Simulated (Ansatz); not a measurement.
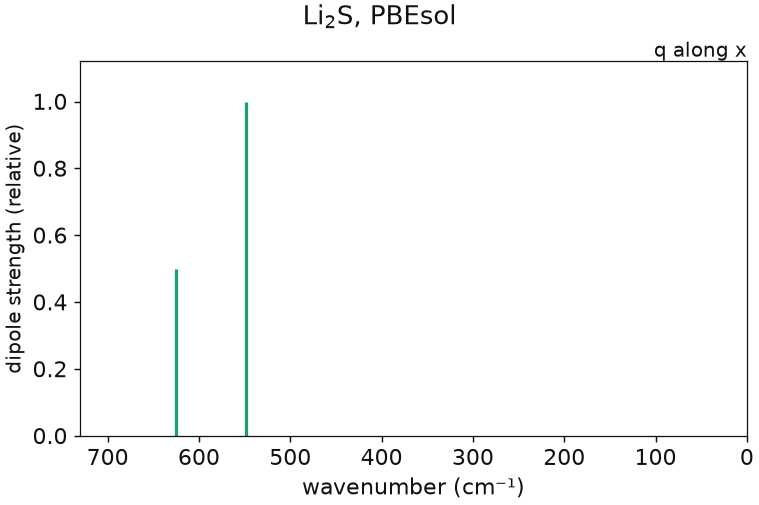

The picture above shows the polar optical modes, transverse and longitudinal, approaching the zone centre along x for Li₂S, space group Fm-3m (No. 225). The spectrum is scaled to its strongest line.

Structure:
```xyz
3
Lattice="0.0000 2.5412 2.5412 2.5412 0.0000 2.5412 2.5412 2.5412 0.0000" Properties=species:S:1:pos:R:3 pbc="T T T"
Li    1.2706    1.2706    1.2706
Li    3.8118    3.8118    3.8118
S     0.0000    0.0000    0.0000
```

Computed with Ansatz 0.2.0: optical phonons of an insulator on the approach to the zone centre along x, y and z with the field of polar modes, imaginary frequencies are negative, field response on a mesh refined by the program; plane waves with PAW datasets. Level: PBEsol, no spin polarisation.

wave cutoff 420 eV; k mesh 8×8×8; occupations fixed; pressure 25 GPa.

Question: Which of the stronger lines are transverse and which longitudinal?

Answer: The transverse (TO, twofold) lines lie at 548.6 and the longitudinal (LO) ones at 625.1 cm⁻¹, the same along x, y and z by the cubic symmetry.
